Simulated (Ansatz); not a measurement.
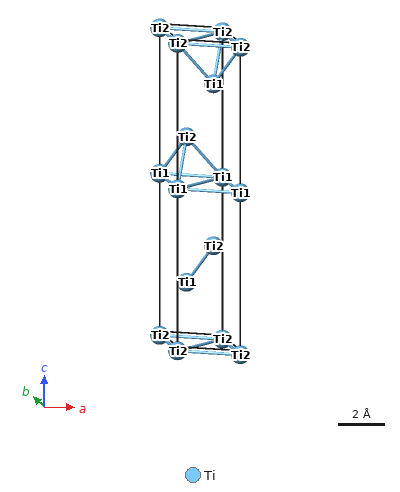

**Figure 1.** The input geometry of run A (ball-and-stick view of the cell 3 times as large as that of the calculation, set on its symmetry axes, seen slightly off an axis; atoms are numbered from 1 in the order of the input). An atom can appear more than once, as a periodic image.

**Mending a single-point calculation on Ti**

System: Ti (R-3m, 2 atoms in the cell).
Method of run A: DFT, pbe96, plane waves, PAW (Ansatz 0.2.0).

The structure derives from an entry of the Crystallography Open Database. Text and figures count atoms from 1; the logs count them from 0 in places.

### Input, run A
```yaml
crystal:
  lattice:
    - [0.0, -2.0279211515, -2.0279211515]
    - [-2.0279211515, 0.0, -2.0279211515]
    - [2.0279211515, 2.0279211515, -4.0558423031]
  atoms:
    - { symbol: Ti, position: [0.5133453383, 0.5133453383, 0.459963985] }
    - { symbol: Ti, position: [-0.0133453383, -0.0133453383, 0.040036015] }
basis:
  ecutwfc: 420
kpoints:
  mp_grid: { grid: [24, 24, 24] }
hamiltonian:
  xc: pbe96
scf:
  occupations: { method: gaussian, width: 0.15 }
  max_iter: 80
output:
  forces: true
  eigenvalues: true
  stress: true
```

Command:
```bash
ansatz run input.yaml --threads 2 --pin off --max-ram 5120MiB --backend cpu --events-out ev --progress --plain --runs-dir out
```

Hardware: 2 threads of AMD EPYC (Zen 5), 32 GiB of memory available, shared host.

### Output (run A)
```
Error: YAML parse error: error: line 14 column 7: hamiltonian.xc: unknown variant `pbe96`, expected one of `lda`, `lda-pw`, `pw92`, `pbe`, `pbesol`, `rpbe`, `revpbe`, `blyp`, `pbe0`, `revpbe0`, `b3lyp`, `b3lyp5`, `hse06`, `wpbeh`, `hiss`, `lc_wpbe`, `cam_b3lyp`, `hf`, `r2scan`, `r2scanh`, `r2scan0`, `r2scan50`, `mr2scan`
  --> <input>:14:7
   |
12 |   mp_grid: { grid: [24, 24, 24] }
13 | hamiltonian:
14 |   xc: pbe96
   |       ^ hamiltonian.xc: unknown variant `pbe96`, expected one of `lda`, `lda-pw`, `pw92`, `pbe`, `pbesol`, `rpbe`, `revpbe`, `blyp`, `pbe0`, `revpbe0`, `b3lyp`, `b3lyp5`, `hse06`, `wpbeh`, `hiss`, `lc_wpbe`, `cam_b3lyp`, `hf`, `r2scan`, `r2scanh`, `r2scan0`, `r2scan50`, `mr2scan`
15 | scf:
16 |   occupations: { method: gaussian, width: 0.15 }
   |
```

**Diagnose this run and give a change of the input that cures it.**

A setting was made wrong on purpose: an unknown functional (`hamiltonian.xc`). The program refused the input: “YAML parse error: error: line 14 column 7: hamiltonian.xc: unknown variant `pbe96`, expected one of `lda`, `lda-pw`, `pw92`, `pbe`, `pbesol`, `rpbe`, `revpbe`, `blyp`, `pbe0`, `revpbe0`, `b3lyp`, `b3lyp5`, `hse06`, `wpbeh`, `hiss`, `lc_wpbe`, `cam_b3lyp`, `hf`, `r2scan`, `r2scanh`, `r2scan0`, `r2scan50`, `mr2scan` --> …”

A run of the same system that converges differs from this input as follows (lines with − go, lines with + come):
```diff
-  xc: pbe96
+  xc: pbesol
-  max_iter: 80
```

### Output, shortened to warnings, some set-up lines, iterations and results (run B)
```
Basis set: ecut = 420 eV, 663 PW (Γ), exchange–correlation on 40×40×72 points (8 copies of the dense FFT grid, shifted against one another)
Symmetry: 12 space group operations
k-points: 1313 of 13824
Initial density: superposition of atomic densities (neutral atoms: chi_scale 0, normalization atom), corrected by the library's trained network
[...]
SCF iter   1: F=—  HF=-4947.366151 eV  |F-HF|=—  |Δ(HF+E_count)|=         —  Δρ=9.11e-3  dr2=2.59e-2  ethr=1.77e-3  ⟨swp⟩=3.4  Hψ=84740  notcnv=0
SCF iter   2: F=—  HF=-4947.360632 eV  |F-HF|=—  |Δ(HF+E_count)|=   5.52e-3  Δρ=4.59e-3  dr2=7.13e-3  ethr=1.08e-4  ⟨swp⟩=1.0  Hψ=31515  notcnv=0
SCF iter   3: F=—  HF=-4947.359109 eV  |F-HF|=—  |Δ(HF+E_count)|=   1.52e-3  Δρ=6.88e-4  dr2=5.25e-4  ethr=2.97e-5  ⟨swp⟩=2.1  Hψ=27250  notcnv=0
SCF iter   4: F=—  HF=-4947.359033 eV  |F-HF|=—  |Δ(HF+E_count)|=   7.58e-5  Δρ=3.93e-4  dr2=1.73e-4  ethr=2.19e-6  ⟨swp⟩=2.0  Hψ=30970  notcnv=0
SCF iter   5: F=—  HF=-4947.359002 eV  |F-HF|=—  |Δ(HF+E_count)|=   3.06e-5  Δρ=1.69e-4  dr2=3.08e-5  ethr=7.20e-7  ⟨swp⟩=1.8  Hψ=23761  notcnv=0
SCF iter   6: F=—  HF=-4947.358992 eV  |F-HF|=—  |Δ(HF+E_count)|=   1.02e-5  Δρ=4.15e-5  dr2=1.63e-6  ethr=1.28e-7  ⟨swp⟩=2.0  Hψ=26170  notcnv=0
SCF iter   7: F=-4947.358992 eV  HF=-4947.358992 eV  |F-HF|=1.81e-8  |Δ(HF+E_count)|=   3.49e-7  Δρ=5.33e-6  dr2=2.20e-8  ethr=4.17e-10  ⟨swp⟩=3.0  Hψ=73804  notcnv=0
SCF 1 converged in 7 iterations: F = -4947.358992 eV  dr2 = 2.20e-8
SCF converged after 7 iterations
Free energy (F): -4947.358992 eV
Harris-Foulkes:  -4947.358992 eV  (|F-HF|=1.81e-8)
Internal energy: -4947.322759 eV  (E = F + TS)
E sigma→0 (E₀):  -4947.340876 eV
Entropy (-TS):   -0.036233 eV (-18.116 meV/atom)
Fermi energy:    13.810542 eV
--- Per-component energies (eV) ---
  E_band       = -298.664771
  E_kinetic    = 549.322752
  E_local      = -1682.846455  (includes V_loc(G=0)·N_el)
  E_nonlocal   = 19.763916
  E_hartree    = 701.148110
  E_xc         = -194.510209
  E_vxc        = -244.495065  (∫ρ·V_xc dr)
  E_paw        = -2046.021454  (= ΣΔE_a)
  E_vpaw       = -342.709723  (= ΣTr[D̂ρ^β])
  E_aug_tail   = 0.000228  (compensation charges beyond the density's cutoff)
  E_ewald      = -2294.458416
  E_core_change = 0.278769  (= ΣΔE_core)
  E_smearing   = -0.036233  (= −TS)
  E_closure    = -0.000000  (closes the sum)
  Σ components = -4947.358992   (vs F -4947.358992, Δ=0.00e0)
--- Forces (eV/Å), atoms counted from 1 ---
  atom   1  Ti     1.29872514     1.29872514    -1.29872514
  atom   2  Ti    -1.29872514    -1.29872514     1.29872514
  max |Σ_I F_I| component: 2.22e-16 eV/Å
--- Stress (GPa, compression-positive) ---
        6.736708       1.797023      -1.797023
        1.797023       6.736708      -1.797023
       -1.797023      -1.797023       6.736708
  P = ⅓ Tr σ = 6.7367 GPa (67.367 kbar)
```

### The two runs side by side

```csv
quantity,run A,run B
outcome,refused,converged
free energy per atom (eV),–,−2473.6795
gap on the mesh (eV),–,0.00
pressure (GPa),–,6.74
volume per atom (Å³),–,16.68
largest force (eV/Å),–,2.249
SCF iterations,–,7
irreducible k-points,–,1313
plane waves at Γ,–,663
```

Notes on run B: The cell is under a pressure of 6.7 GPa at this level, so it is not at its equilibrium volume.
